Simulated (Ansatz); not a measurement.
Li2S and related structures: several calculations on one system

### Relaxation

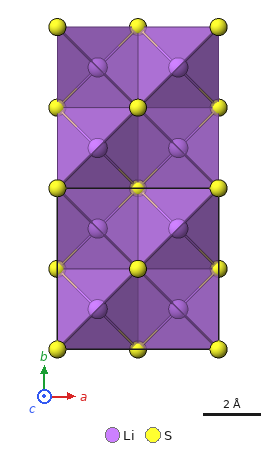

Starting structure of a crystal of Li$_{2}$S (set up in Fm-3m). A polyhedral model of the conventional cell (4 times the calculation's cell), repeated 1 × 2 × 1 with one cell outlined, seen along the c axis. Lengths and directions refer to the drawn axes.

Theory: DFT PBEsol, scalar-relativistic, plane waves, PAW (Ansatz 0.2.0).

Input file:
```yaml
crystal:
  lattice:
    - [0.0, 2.854, 2.854]
    - [2.854, 0.0, 2.854]
    - [2.854, 2.854, 0.0]
  atoms:
    - { symbol: Li, position: [0.25, 0.25, 0.25] }
    - { symbol: Li, position: [0.75, 0.75, 0.75] }
    - { symbol: S, position: [0.0, 0.0, 0.0] }
basis:
  ecutwfc: 420
kpoints:
  mp_grid: { grid: [8, 8, 8] }
hamiltonian:
  xc: pbesol
scf:
  occupations: { method: gaussian, width: 0.02 }
output:
  forces: true
  stress: true
  eigenvalues: true
relax:
  adjacent_minimum: "off"
  f_tol: 0.005
  max_steps: 80
  cell: { stress_tol: 0.05 }
```

Command:
```bash
ansatz run input.yaml --threads 4 --pin off --max-ram 9216MiB --backend cpu --events-out ev --progress --plain --runs-dir out
```

Q: Where does the relaxation end?

A: No atom moves by more than 0.005 Å relative to the cell. The drawn cell changes as follows: a = b = c 5.708 → 5.654 Å (−0.9 %); the volume changes by −2.8 %. Some distances before and after: Li1–S3 2.472 → 2.448 Å. The space group stays Fm-3m (No. 225). The energy falls by 1.5 meV per atom in 2 accepted moves (3 points after the start). All forces vanish by symmetry, so only the cell relaxes. Pressure: −1.12 GPa at the start and 0.02 GPa at the end. The SCF was repeated once at an unchanged geometry on a basis and grid sized afresh for the cell, which shifted the energy by less than 0.05 meV per atom at most.

The end point in the same view:

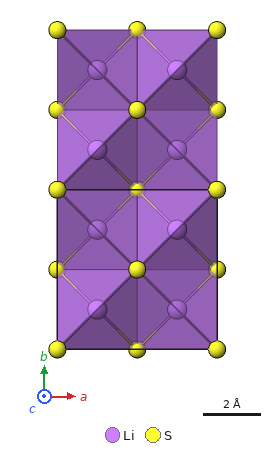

### Relaxation

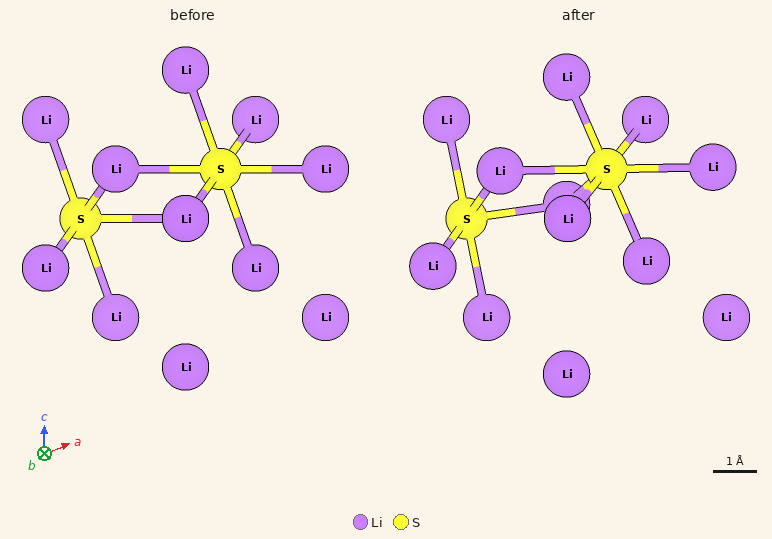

The structure of a defect cell of composition Li$_{16}$S$_{7}$ (cell charge +2) before (left) and after (right) a relaxation, at one scale.

The picture is a ball-and-stick view of the atoms within 4.2 Å of the atom that moves most (axes of the cell of the calculation (origin shifted)), seen along the b axis.

Case: S vacancy, atoms relaxed.

Method: DFT PBEsol, scalar-relativistic, plane waves, PAW (Ansatz 0.2.0).

The input:
```yaml
crystal:
  lattice:
    - [0.0, 5.6541569289, 5.6541569289]
    - [5.6541569289, 0.0, 5.6541569289]
    - [5.6541569289, 5.6541569289, 0.0]
  atoms:
    - { symbol: Li, position: [0.125, 0.125, 0.125] }
    - { symbol: Li, position: [0.125, 0.125, 0.625] }
    - { symbol: Li, position: [0.125, 0.625, 0.125] }
    - { symbol: Li, position: [0.125, 0.625, 0.625] }
    - { symbol: Li, position: [0.625, 0.125, 0.125] }
    - { symbol: Li, position: [0.625, 0.125, 0.625] }
    - { symbol: Li, position: [0.625, 0.625, 0.125] }
    - { symbol: Li, position: [0.625, 0.625, 0.625] }
    - { symbol: Li, position: [0.375, 0.375, 0.375] }
    - { symbol: Li, position: [0.375, 0.375, 0.875] }
    - { symbol: Li, position: [0.375, 0.875, 0.375] }
    - { symbol: Li, position: [0.375, 0.875, 0.875] }
    - { symbol: Li, position: [0.875, 0.375, 0.375] }
    - { symbol: Li, position: [0.875, 0.375, 0.875] }
    - { symbol: Li, position: [0.875, 0.875, 0.375] }
    - { symbol: Li, position: [0.875, 0.875, 0.875] }
    - { symbol: S, position: [0.0, 0.5, 0.0] }
    - { symbol: S, position: [0.0, 0.0, 0.5] }
    - { symbol: S, position: [0.0, 0.0, 0.0] }
    - { symbol: S, position: [0.5, 0.5, 0.5] }
    - { symbol: S, position: [0.5, 0.5, 0.0] }
    - { symbol: S, position: [0.5, 0.0, 0.5] }
    - { symbol: S, position: [0.5, 0.0, 0.0] }
total_charge: 2
basis:
  ecutwfc: 420
kpoints:
  mp_grid: { grid: [4, 4, 4] }
hamiltonian:
  xc: pbesol
scf:
  occupations: { method: gaussian, width: 0.05 }
output:
  forces: true
  stress: true
  eigenvalues: true
  write_density: true
  write_potential: true
  elf: true
  volumetric_format: npy
relax:
  adjacent_minimum: "off"
  f_tol: 0.02
  max_steps: 50
```

Run as
```bash
ansatz run input.yaml --threads 4 --pin off --max-ram 9216MiB --backend cpu --events-out ev --progress --plain --runs-dir out
```

Summarise the run.

After 3 geometry steps the energy has fallen by 1.781 eV per cell of the calculation. Largest force component: 0.7 eV/Å at the start, 0.0008 eV/Å at the end. The largest moves, 0.35 Å, are those of 8 atoms (Li2, Li3, Li4, Li8 and others). Li14 goes along [−1 −1 3]. S stays in place. The cell stays as it was. Among the contacts that change: Li13–S17 2.448 → 2.355 Å, Li10–S17 2.448 → 2.481 Å. Among the angles between lasting bonds that change: S17–Li14–S19 109.5° → 116.2°.

Limits of the set-up: the periodic images lie only 8.0 Å apart, so the values are limited by the cell's size; the cell is charged, on a uniform background, and energies carry no finite-size correction.

### Vacancy jump

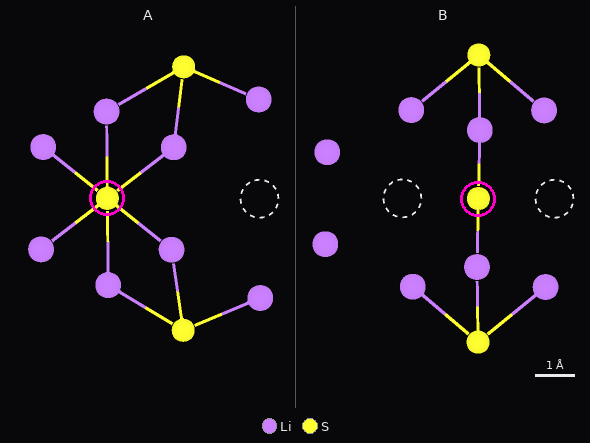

A vacancy jump of sulfur in Li$_{2}$S (Fm-3m phase), in a cell of charge +2 (on a uniform background) with 23 atoms, whose images lie 8.0 Å apart. One frame is the relaxed vacancy; in the other the neighbouring S atom (ringed) was set half-way along its jump of 4.00 Å and all atoms were relaxed in the symmetry of that start. Dashed circles mark empty sites. The picture is a ball-and-stick view of the slice 3.8 Å thick through the jump, out to 4.4 Å from its middle, seen across the jump.

All numbers below come from DFT PBEsol, scalar-relativistic, plane waves, PAW (Ansatz). Set-up: plane-wave cutoff 420 eV; k-point mesh 4 × 4 × 4; occupations gaussian; smearing width 0.05 eV; no spin polarisation; atoms relaxed in a fixed cell; force threshold 0.02 eV/Å.

> Which frame is the half-way one, and how far apart are the two in energy?

Frame B is the half-way start after relaxation. It lies 2.11 eV above the relaxed vacancy. The atom stays half-way, on the straight line. The symmetry of the start was kept and can hold it there, so for a path with one hump at the middle this is the barrier or an upper bound to it. There it has 2 Li as nearest neighbours, the closest at 2.16 Å. The gap on the mesh is 1.89 eV with the relaxed vacancy and 2.16 eV half-way.

Limits of the set-up: the periodic images lie only 8.0 Å apart, so the values are limited by the cell's size; the cell is charged, on a uniform background, and energies carry no finite-size correction.
